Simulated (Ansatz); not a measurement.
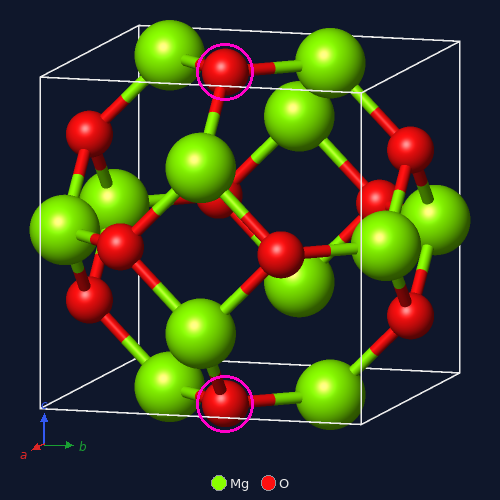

The system is MgO (Pm-3n phase) with one O vacancy (11 atoms in the cell); the picture shows the reference structure. 
- An atom moved over a plane that holds its own site and a neighbouring vacancy (x along [0 0 1], y along [0 1 0], z along [−1 0 0] of the conventional cell).
- The first coordinate is: path of O9 from its site (0) to the vacancy (1), 2.795 Å; the second: shift of O9 across the path, along y.
- Nothing is relaxed (all other atoms held at the sites of the perfect crystal).
- The scan uses an 11 × 9 grid; 28 points were computed and 67 follow by symmetry. At 4 points there is no value (left out of the scan, as a rule where atoms come close).
- Points are written as (first, second).
- All energies are given in eV per cell relative to the lowest grid point.
- The calculation used DFT PBEsol, scalar-relativistic, plane waves, PAW in Ansatz. Settings: cutoff 420 eV, k-mesh 4×4×4, gaussian smearing 0.05 eV, no spin polarisation.

Range: path of O9 from its site (0) to the vacancy (1), 2.795 Å from −0.125 to 1.125; shift of O9 across the path, along y from −0.700 to 0.700 Å.

What will the energy surface look like?

Answer. The lowest grid point is at (0.000, 0.000 Å) [nearest 4 Mg at 1.98 Å]; the map holds 2 wells of about this depth. No other kind of well shows on this grid. The highest grid point, (0.500, 0.000 Å) [nearest 2 Mg at 1.40 Å], lies 9.5 eV above the lowest. Round the minimum the two coordinates are nearly uncoupled.

| second ↓, first → | −0.125 | 0.000 | 0.125 | 0.250 | 0.375 | 0.500 | 0.625 | 0.750 | 0.875 | 1.000 | 1.125 |
| --- | --- | --- | --- | --- | --- | --- | --- | --- | --- | --- | --- |
| 0.700 | – | 2.4 | 1.2 | 2.1 | 3.8 | 4.7 | 3.8 | 2.1 | 1.2 | 2.4 | – |
| 0.525 | 5.7 | 1.3 | 1.0 | 2.5 | 4.9 | 6.1 | 4.9 | 2.5 | 1.0 | 1.3 | 5.7 |
| 0.350 | 2.9 | 0.6 | 0.9 | 3.0 | 6.1 | 7.7 | 6.1 | 3.0 | 0.9 | 0.6 | 2.9 |
| 0.175 | 1.3 | 0.1 | 0.8 | 3.4 | 7.1 | 9.0 | 7.1 | 3.4 | 0.8 | 0.1 | 1.3 |
| 0.000 | 0.8 | 0.0 | 0.8 | 3.5 | 7.4 | 9.5 | 7.4 | 3.5 | 0.8 | 0.0 | 0.8 |
| −0.175 | 1.3 | 0.1 | 0.8 | 3.4 | 7.1 | 9.0 | 7.1 | 3.4 | 0.8 | 0.1 | 1.3 |
| −0.350 | 2.9 | 0.6 | 0.9 | 3.0 | 6.1 | 7.7 | 6.1 | 3.0 | 0.9 | 0.6 | 2.9 |
| −0.525 | 5.7 | 1.3 | 1.0 | 2.5 | 4.9 | 6.1 | 4.9 | 2.5 | 1.0 | 1.3 | 5.7 |
| −0.700 | – | 2.4 | 1.2 | 2.1 | 3.8 | 4.7 | 3.8 | 2.1 | 1.2 | 2.4 | – |

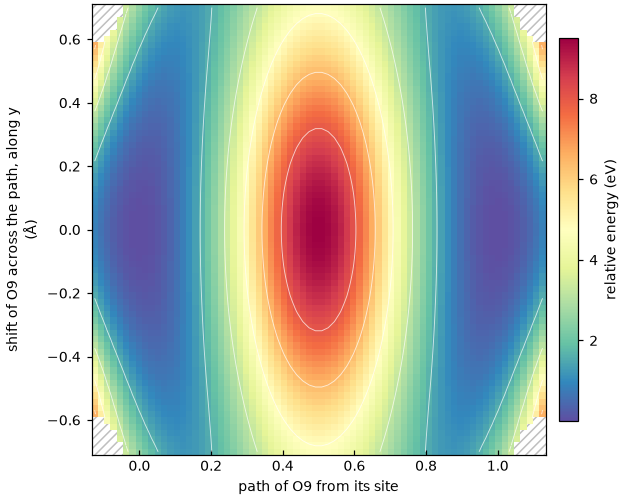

Drawn: a smooth colour map with a few white contour lines, hatched blanks where no value was computed. Between grid points the surface is interpolated.

The whole map (28 points run) took 77 s on 4 threads of AMD EPYC 9R45 96-Core Processor (Zen 5), with other jobs on the host.

PAW datasets: the set soft_1.
